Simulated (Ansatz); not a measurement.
# Gap against strain: armchair BAs nanoribbon (N = 9, H edges)

**Method.** Ansatz 0.2.0, plane waves with PAW datasets, PBE, Fermi-Dirac smearing of 0.05 eV, no spin-orbit coupling. The period is scaled from its relaxed value of 5.872 Å and the atoms relax, within the symmetry of the start, at each strain ε (in %); gaps, in eV, are read on a band path.

```tsv
period (Å)	energy (eV a cell)	place of the conduction minimum (Γ = 0, Z = 1)	ε	gap
5.638	+0.462	0.00	−4	0.8355
5.872	0.000	0.00	0	0.9355
5.990	+0.109	0.00	2	0.991
6.107	+0.424	0.00	4	1.049
6.225	+0.930	0.00	6	1.109
```

One run is withheld: period (Å) = 5.755, with ε = −2. Fit a straight line gap = a + b × ε to the 5 rows shown and predict it.

**Fit.** The means are 1.6 for ε and 0.984 for gap. The sum of products of deviations is 1.618 and the sum of squares in ε is 59.2, so b = 1.618 / 59.2 = 0.02734 and a = 0.984 − (0.02734) × 1.6 = 0.9403. The residuals' standard deviation, with 3 degrees of freedom, is σ = 0.0053.

**Prediction.** gap = 0.9403 + (0.02734) × −2 = 0.8856. The run gave 0.8825, so the prediction less the run is +0.0031. The standard error of a prediction there, σ√(1 + 1/5 + (−2 − 1.6)²/59.2), is 0.0063, and the miss is 0.5 times that, for a point between the fitted rows. With so few rows σ is itself uncertain.

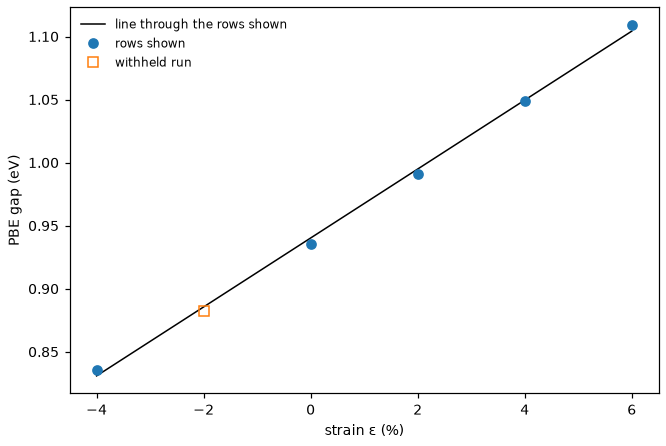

The fitted line, the rows shown and the withheld run.

The gap widens at every step from compression to tension.

Caveats: Kohn-Sham gaps of a wire among periodic images, which in a check on one flat ribbon (7 Å apart) lowered the gap by 0.2 eV and flattened the slope; the slope b × 100 is a mean deformation potential of the gap, in eV per unit strain. Between neighbouring runs it lies between 2.3 and 3.0 eV. The unstrained row comes from a denser mesh than the others, which shifts its energy a little. Series of this kind are told only where this holds: a gap at every strain (compound wires with polar facets were set aside first). 88 of 101 did.

[Logs are printed without paths, hosts, clocks, repeated set-up lines and the standing remarks that a program may print on its own settings, such as how far it seeks lower states.]
